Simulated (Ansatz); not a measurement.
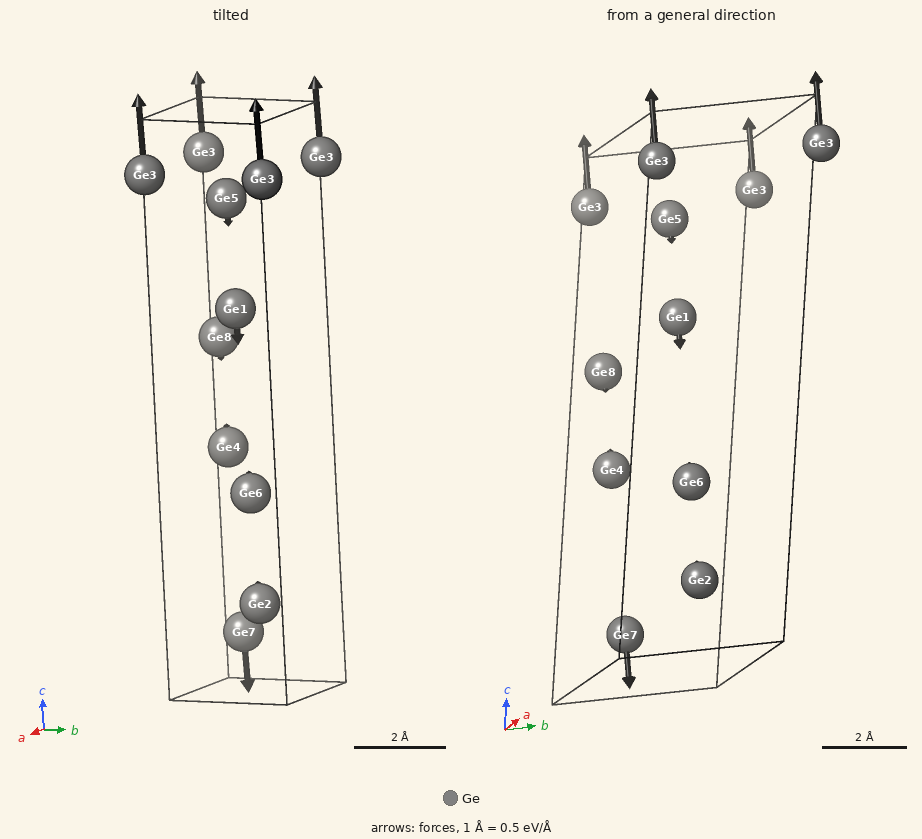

This spheres-only model is shown slightly off an axis and from a general direction. The frame is the simulation cell; atoms at its boundary are shown with their periodic copies. The arrows are the computed forces on the atoms.

System: Ge. Run with DFT PBEsol, scalar-relativistic, plane waves, PAW (Ansatz 0.2.0) and these settings: 420 eV cutoff, k-point mesh 13×13×4, Gaussian smearing of 0.15 eV, no spin polarisation.

Is this an equilibrium geometry?

No. The atoms still feel forces of up to about 0.7 eV/Å, far above a usual threshold of 0.01 to 0.03 eV/Å.

Which atom feels the largest force?

Ge3, about 0.7 eV/Å.

The model was built from a structure listed in the Materials Project. The cell was then strained or its atoms displaced on purpose. Ansatz was used for an electronic-structure calculation on it.
